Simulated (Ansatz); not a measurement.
## Single-point calculation, with input and output: TiO$_{2}$ (part 1 of 2)

TiO$_{2}$ (slab, 24 atoms in the cell), computed with DFT PBE, scalar-relativistic, plane waves, PAW, no spin polarisation (Ansatz 0.2.0).

The structure derives from a Materials Project entry. It belongs to a series of runs on one base structure; here: (1 0 1) slab cut from the bulk. Figures and captions count atoms from 1; the log counts them from 0 in places.

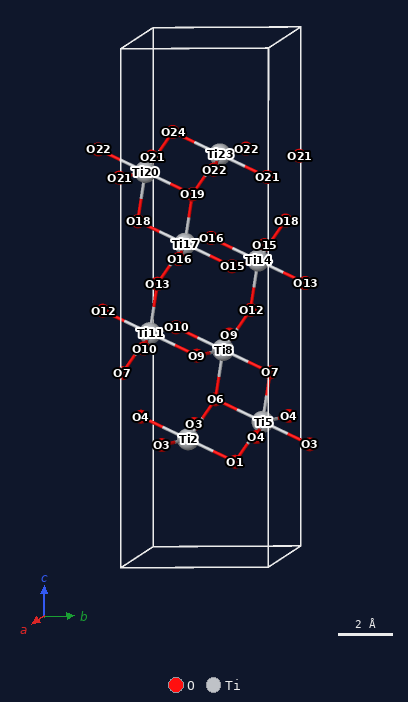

Fig. 1: The structure (ball-and-stick view of the cell of the calculation, with the vacuum cut short, seen slightly off an axis; bonded neighbours outside the cell are drawn too; atoms are numbered from 1 in the order of the input).

**Input**
```yaml
crystal:
  lattice:
    - [3.7991999862, 0.0, 0.0]
    - [-1.8995999931, 5.2076915665, 0.0]
    - [0.0, 0.0, 27.9574711214]
  atoms:
    - { symbol: O, position: [0.3120637019, 0.6241274039, 0.2682646069] }
    - { symbol: Ti, position: [0.1330557997, 0.2661115994, 0.2943904852] }
    - { symbol: O, position: [0.5953276519, 0.1906553037, 0.2998968399] }
    - { symbol: O, position: [0.9540478975, 0.9080957949, 0.3205163636] }
    - { symbol: Ti, position: [0.4163197496, 0.8326394992, 0.3260227183] }
    - { symbol: O, position: [0.2373118474, 0.4746236948, 0.3521485966] }
    - { symbol: O, position: [0.4451195016, 0.8902390032, 0.394793539] }
    - { symbol: Ti, position: [0.2661115994, 0.5322231988, 0.4209194174] }
    - { symbol: O, position: [0.7283834515, 0.4567669031, 0.4264257721] }
    - { symbol: O, position: [0.0871036972, 0.1742073943, 0.4470452958] }
    - { symbol: Ti, position: [0.5493755493, 0.0987510986, 0.4525516504] }
    - { symbol: O, position: [0.3703676471, 0.7407352942, 0.4786775288] }
    - { symbol: O, position: [0.5781753013, 0.1563506026, 0.5213224712] }
    - { symbol: Ti, position: [0.3991673991, 0.7983347982, 0.5474483496] }
    - { symbol: O, position: [0.8614392512, 0.7228785025, 0.5529547042] }
    - { symbol: O, position: [0.2201594969, 0.4403189937, 0.5735742279] }
    - { symbol: Ti, position: [0.682431349, 0.364862698, 0.5790805826] }
    - { symbol: O, position: [0.5034234468, 0.0068468936, 0.605206461] }
    - { symbol: O, position: [0.711231101, 0.422462202, 0.6478514034] }
    - { symbol: Ti, position: [0.5322231988, 0.0644463976, 0.6739772817] }
    - { symbol: O, position: [0.9944950509, 0.9889901019, 0.6794836364] }
    - { symbol: O, position: [0.3532152966, 0.7064305931, 0.7001031601] }
    - { symbol: Ti, position: [0.8154871487, 0.6309742974, 0.7056095148] }
    - { symbol: O, position: [0.6364792465, 0.272958493, 0.7317353931] }
basis:
  ecutwfc: 420
kpoints:
  mp_grid: { grid: [8, 5, 1] }
hamiltonian:
  xc: pbe
scf:
  occupations: { method: gaussian, width: 0.05 }
output:
  forces: true
  stress: true
  eigenvalues: true
  write_density: true
  write_potential: true
  elf: true
  volumetric_format: npy
efield:
  axis: 3
  dipole_correction: true
  ramp_width: 0.04
```

Launched with:
```bash
ansatz run input.yaml --threads 4 --pin off --max-ram 8192MiB --backend cpu --events-out ev --progress --plain --runs-dir out
```

**What the program printed**
```
Warning: crystal.symmetry: narrowed to the stabiliser of the k-point mesh — unitary ops 2 → 1; excluded 1 operation that carries a point of the 8×5×1 mesh (shift [0, 0, 0]) off the mesh (the run samples exactly the mesh kpoints.mp_grid names, as under crystal.symmetry.detect: false, and its converged state has the mesh's symmetry, not the crystal's; ε∞, the Born charges and the force constants of a linear response (`dielectric:` by the response, `phonons.method: dfpt`) are averaged over those of the crystal's operations that the state keeps within a tolerance, where `mesh_tensors`, `unaveraged_element` or `gamma_mean_max_change_ev_ang2` stands beside them; a row that `dielectric.field_direction` solves alone is averaged likewise, with nothing beside; a Γ-centred mesh of equal divisions is mapped onto itself by every operation and keeps the whole group, as does a half-shifted one under kpoints.further_shifts: images)
Engine: ansatz 0.2.0, x86_64-unknown-linux-gnu
Pseudopotentials: kind: paw
Pseudopotential: O, paw, valence charge 6, recommended cutoff 420 eV (normal), O.paw.azcp
Pseudopotential: Ti, paw, valence charge 12, recommended cutoff 420 eV (normal), Ti.paw.azcp
Functional definition: PBE
  parameter kappa = 0.804
  parameter beta = 0.06672455060314922
  exchange = pbe_x(kappa = kappa, mu = beta*pi^2/3)
  correlation = pbe_c(beta = beta)
Crystal: 24 atoms, lattice volume = 553.140 Å³
Basis set: ecut = 420 eV, 10843 PW (Γ), exchange–correlation on 54×80×384 points (8 copies of the dense FFT grid, shifted against one another)
Bands: 120, of which v1, the nominal top of the filled ones, is band 96 counted from 1 (95 counted from 0)
Symmetry: 1 space group operations
k-points: 21 of 40 (time reversal used)
Non-local potential: O, projectors of the file, l = 0: 2, l = 1: 2, l = 2: 1
Non-local potential: Ti, projectors of the file, l = 0: 3, l = 1: 2, l = 2: 3, l = 3: 1
PAW form: soft (Blöchl's): semilocal exchange-correlation on the pseudo side does not see the compensation charge
PAW one-centre angular grid: O, 110 points (default); XC on 64 Gauss nodes
PAW one-centre angular grid: Ti, 590 points (default); XC on 64 Gauss nodes
Initial density: superposition of atomic densities (neutral atoms: chi_scale 0, normalization atom), corrected by the library's trained network
Initial wavefunctions: pseudopotential atomic-orbital guess
Functional: x = pbe(κ = 0.804, μ = 0.2195149727645171), c = pbe(β = 0.06672455060314922)
SCF iter   1: F=—  HF=-29107.076731 eV  |F-HF|=—  |Δ(HF+E_count)|=         —  Δρ=3.94e-3  dr2=1.02e-1  ethr=1.77e-3  p=-0.000 e·Å  D=-2.32e-12 V/Å  ΔV_dip=0.00 eV  dr2_dipole=8.71e-9  V_vac-E_F(+/−)=5.80/5.80 eV  ⟨swp⟩=5.2  Hψ=9665  notcnv=0  defer=1
efield: sawtooth ramp at fractional position 0.9800 (placed from the atoms, in the widest stretch of the axis that holds none; the zero of the levels goes with the place), width 0.0400; the density the first Hamiltonian is built on has a dipole p = -0.000 e·Å; the dipole correction subtracts the counter field D = -2.32e-12 V/Å, which shifts the + side's vacuum level by +0.00 eV against the − side's; the planar-averaged density in the ramp window peaks in size at 5.0e-6 e/Å³
preconditioner: auto → Resta (q_TF=auto, 2.287 Å⁻¹)  ε∞=4.7  [insulator: Δε(μ)=1.837 eV  Ē_g=9.303 eV  σ=0.050 eV  W_gap=1.00  n_scr=106 (ndim 8)  ℏωp=17.9 eV  f_vac=0.483  D(μ)=0.00/eV (n_scr^D=0)  ε∞_Penn≈4.7  vacuum switching on, ρ_ref=6.3e-3 e/Å³]
SCF iter   2: F=—  HF=-29107.083367 eV  |F-HF|=—  |Δ(HF+E_count)|=   6.64e-3  Δρ=2.99e-3  dr2=4.09e-2  ethr=5.29e-5  p=0.000 e·Å  D=7.82e-6 V/Å  ΔV_dip=-0.00 eV  dr2_dipole=4.11e-9  V_vac-E_F(+/−)=5.79/5.79 eV  ⟨swp⟩=2.0  Hψ=4116  notcnv=0  defer=374
SCF iter   3: F=—  HF=-29107.079180 eV  |F-HF|=—  |Δ(HF+E_count)|=   4.19e-3  Δρ=1.21e-3  dr2=5.32e-3  ethr=2.13e-5  p=0.000 e·Å  D=4.34e-6 V/Å  ΔV_dip=-0.00 eV  dr2_dipole=1.14e-9  V_vac-E_F(+/−)=5.78/5.78 eV  ⟨swp⟩=2.0  Hψ=3309  notcnv=0  defer=374
SCF iter   4: F=—  HF=-29107.081418 eV  |F-HF|=—  |Δ(HF+E_count)|=   2.24e-3  Δρ=8.30e-4  dr2=4.10e-3  ethr=2.77e-6  p=-0.000 e·Å  D=-1.35e-6 V/Å  ΔV_dip=0.00 eV  dr2_dipole=4.09e-10  V_vac-E_F(+/−)=5.78/5.78 eV  ⟨swp⟩=2.0  Hψ=3223  notcnv=0  defer=374
SCF iter   5: F=—  HF=-29107.081245 eV  |F-HF|=—  |Δ(HF+E_count)|=   1.72e-4  Δρ=1.50e-4  dr2=1.08e-4  ethr=2.14e-6  p=-0.000 e·Å  D=-1.20e-6 V/Å  ΔV_dip=0.00 eV  dr2_dipole=1.51e-10  V_vac-E_F(+/−)=5.77/5.77 eV  ⟨swp⟩=2.0  Hψ=3194  notcnv=0  defer=374
SCF iter   6: F=—  HF=-29107.081316 eV  |F-HF|=—  |Δ(HF+E_count)|=   7.10e-5  Δρ=8.31e-5  dr2=3.67e-5  ethr=5.61e-8  p=-0.000 e·Å  D=-4.95e-8 V/Å  ΔV_dip=0.00 eV  dr2_dipole=2.01e-15  V_vac-E_F(+/−)=5.77/5.77 eV  ⟨swp⟩=2.0  Hψ=3179  notcnv=0  defer=374
SCF iter   7: F=—  HF=-29107.081919 eV  |F-HF|=—  |Δ(HF+E_count)|=   6.03e-4  Δρ=4.25e-5  dr2=9.13e-6  ethr=1.91e-8  p=0.000 e·Å  D=3.77e-7 V/Å  ΔV_dip=-0.00 eV  dr2_dipole=2.47e-11  V_vac-E_F(+/−)=5.77/5.77 eV  ⟨swp⟩=2.0  Hψ=4256  notcnv=0  defer=373
SCF iter   8: F=—  HF=-29107.081920 eV  |F-HF|=—  |Δ(HF+E_count)|=   1.24e-6  Δρ=1.91e-5  dr2=1.92e-6  ethr=4.76e-9  p=-0.000 e·Å  D=-4.57e-8 V/Å  ΔV_dip=0.00 eV  dr2_dipole=1.75e-12  V_vac-E_F(+/−)=5.77/5.77 eV  ⟨swp⟩=2.0  Hψ=3414  notcnv=0  defer=373
SCF iter   9: F=—  HF=-29107.081921 eV  |F-HF|=—  |Δ(HF+E_count)|=   9.50e-7  Δρ=1.39e-5  dr2=1.01e-6  ethr=9.98e-10  p=0.000 e·Å  D=1.09e-7 V/Å  ΔV_dip=-0.00 eV  dr2_dipole=5.16e-12  V_vac-E_F(+/−)=5.77/5.77 eV  ⟨swp⟩=2.0  Hψ=3488  notcnv=0  defer=373
SCF iter  10: F=-29107.081921 eV  HF=-29107.081921 eV  |F-HF|=2.30e-8  |Δ(HF+E_count)|=   4.16e-8  Δρ=3.68e-6  dr2=7.64e-8  ethr=5.21e-11  p=0.000 e·Å  D=6.21e-9 V/Å  ΔV_dip=-0.00 eV  dr2_dipole=5.21e-14  V_vac-E_F(+/−)=5.77/5.77 eV  ⟨swp⟩=15.3  Hψ=20519  notcnv=0
SCF 1 converged in 10 iterations: F = -29107.081921 eV  dr2 = 7.64e-8
  greatest PAW one-centre occupation: 0.999 electrons in one spin orbital (limit 2), on the Ti atom at site 16 (counted from 0), in its partial waves of l = 0
```

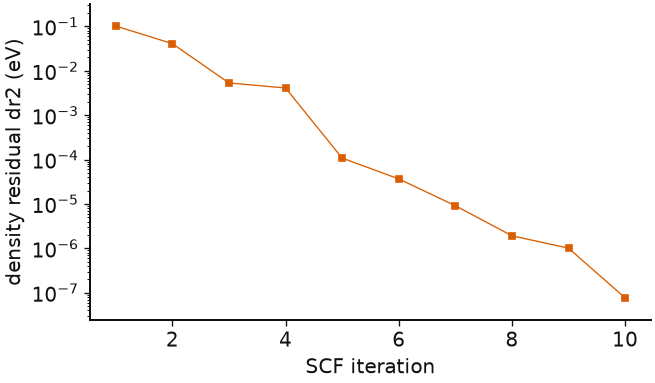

Fig. 2: Convergence of the self-consistent field: density residual dr2 against the SCF iteration. The residual falls at every step.

```
WARN: The output density's exchange-correlation potential varies sharply where the density is thin. Do not read a vacuum level from v_tot or v_xc, or from such a field of the output density. On a cell that repeats whose density bears no net charge and no dipole along the vacuum's axis use v_es (v_loc + v_h of the components); under efield.dipole_correction with no amplitude use v_es + v_field, which holds any external_charges[].barrier, or the levels of the report's work_function block, which leave it out; under a non-zero efield.amplitude the vacuum is tilted and has no level; on a cell that repeats and bears such a dipole with no correction it is tilted too, and efield.dipole_correction with no amplitude gives each side of its ramp a level where efield: is served; in a cell that repeats whose density bears a net charge (total_charge, or a fill off its count) it is curved and has none; of a slab under crystal.periodic whose density bears no net charge use v_es, which has a level on each side, short of where the two are joined; of another it falls or rises all the way out and has none; of a slab beside external_charges read slab_vacuum_level instead, which it has where they leave it neutral. The grid or the basis barely resolves most such structure, and the values can differ between equally converged runs; as a rule a tighter scf.convergence.dr2_threshold does not remove it. Where the density itself ripples (under the LDA too) a higher basis.ecutwfc lessens it. The files hold the spikes' plane waves up to the density's cutoff. Files: v_tot_of_output_density and the like, and their columns of v_z.tsv (output.write_potential); v_xc_of_output_density and the like, and their columns of v_comp_z.tsv (output.write_potential_components). Measured: with its Gaussian average of σ = 0.25 Å subtracted twice, the exchange-correlation potential is over 0.1 eV at 170 of the grid points where the equally averaged density (valence and model cores) is under 1e-3 e/Å³, and 0.277 eV at the most among them, at an averaged density of 3.7e-7 e/Å³. The input density's (outcome.potential() and, of a run that writes arrays, v_tot and v_xc) is over 0.1 eV, so measured, at 50 points of its own thin density, 0.144 eV at the most. See output.write_potential in the manual, Limitations
SCF converged after 10 iterations
Free energy (F): -29107.081921 eV
Harris-Foulkes:  -29107.081921 eV  (|F-HF|=2.30e-8)
Internal energy: -29107.081921 eV  (E = F + TS)
E sigma→0 (E₀):  -29107.081921 eV
Fermi energy:    1.281876 eV
Dipole field:    D = -0.000000 V/Å  (p = -0.000001 e·Å, saw-weighted, corrected)
Work function:   Φ+ = 5.7685 eV   Φ− = 5.7687 eV
Levels:          The Fermi level and band energies are counted from a zero that moves with the ramp; work functions are not
--- Per-component energies (eV) ---
  E_band       = -3181.195669
  E_kinetic    = 4967.652321
  E_local      = -211449.868029  (includes V_loc(G=0)·N_el)
  E_nonlocal   = 788.033985
  E_hartree    = 103450.601624
  E_xc         = -1964.262128
  E_vxc        = -2486.718983  (∫ρ·V_xc dr)
  E_paw        = -10886.359830  (= ΣΔE_a)
  E_vpaw       = -1901.468893  (= ΣTr[D̂ρ^β])
  E_aug_tail   = 0.040444  (compensation charges beyond the density's cutoff)
  E_efield     = 0.000000  (sawtooth field / dipole correction)
  E_vefield    = 0.000000  (∫n·V_field dr)
  E_ewald      = 85987.079691
  E_smearing   = -0.000000  (= −TS)
  E_closure    = 0.000000  (closes the sum)
  Σ components = -29107.081921   (vs F -29107.081921, Δ=0.00e0)
--- Forces (eV/Å), atoms counted from 1 ---
  atom   1  O      0.00000198    -1.85365072     1.09942829
  atom   2  Ti     0.00000078     3.71882417     1.73641034
  atom   3  O      0.00000979     0.32549224    -1.12037671
  atom   4  O     -0.00000348     0.40222450    -0.16140149
  atom   5  Ti     0.00000056    -1.47467982    -1.69196091
  atom   6  O     -0.00000263    -1.05155779    -0.33309443
  atom   7  O      0.00000158    -0.09298507     0.31740463
  atom   8  Ti    -0.00000159     0.10142716     0.21067791
  atom   9  O      0.00000854     0.01837176    -0.02188482
  atom  10  O     -0.00000835     0.03203613    -0.00540928
  atom  11  Ti     0.00000165    -0.07585247    -0.07223958
  atom  12  O     -0.00000284    -0.03782503     0.02006354
  atom  13  O      0.00000272     0.03782592    -0.02005838
  atom  14  Ti    -0.00000228     0.07585231     0.07223671
  atom  15  O      0.00000535    -0.03203699     0.00541028
  atom  16  O     -0.00000642    -0.01837222     0.02188487
  atom  17  Ti     0.00000028    -0.10142781    -0.21067673
  atom  18  O     -0.00000161     0.09298525    -0.31740600
  atom  19  O      0.00000288     1.05155336     0.33308824
  atom  20  Ti     0.00000031     1.47468117     1.69196533
  atom  21  O      0.00000483    -0.40222075     0.16139933
  atom  22  O     -0.00001111    -0.32548966     1.12037505
  atom  23  Ti     0.00000008    -3.71882023    -1.73640897
  atom  24  O     -0.00000169     1.85364269    -1.09943007
  max |Σ_I F_I| component: 2.85e-6 eV/Å
--- Stress (GPa, compression-positive) ---
       -0.119908       0.000012       0.000014
        0.000012      -3.850114      -0.926971
        0.000014      -0.926970      -0.975477
  P = ⅓ Tr σ = -1.6485 GPa (-16.485 kbar)
--- Band table (eV; the first three rows and the last of 21) ---
```
